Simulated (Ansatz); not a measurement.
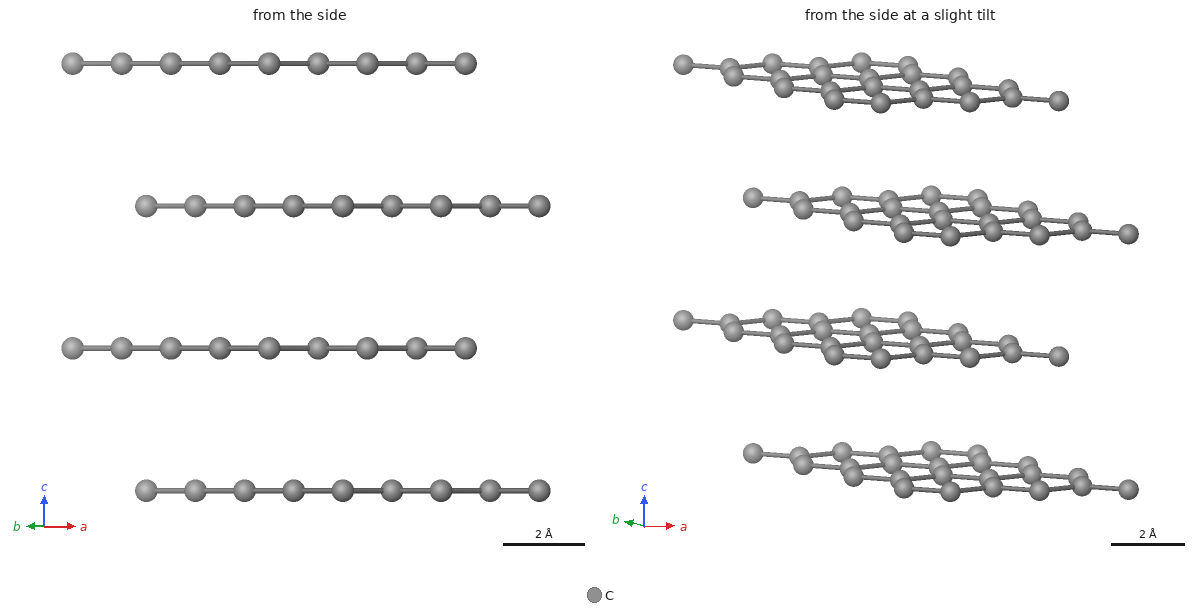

A ball-and-stick picture of a periodic slab, seen from the side and from the side at a slight tilt. The surface normal points up in side views; the vacuum is left out. 3×4 cells are drawn in the plane, with atoms at the edges repeated.

The cell holds 8 C.

Question: What is the thickness of the slab?

Answer: About 11 Å from the lowest to the highest atom.

Question: Write the layer sequence, upper face first.

Answer: Four planes: C / C / C / C.

The structure was taken from a structure listed in the Materials Project. The cell was then strained or its atoms displaced on purpose. It was run through Ansatz as a DFT input.
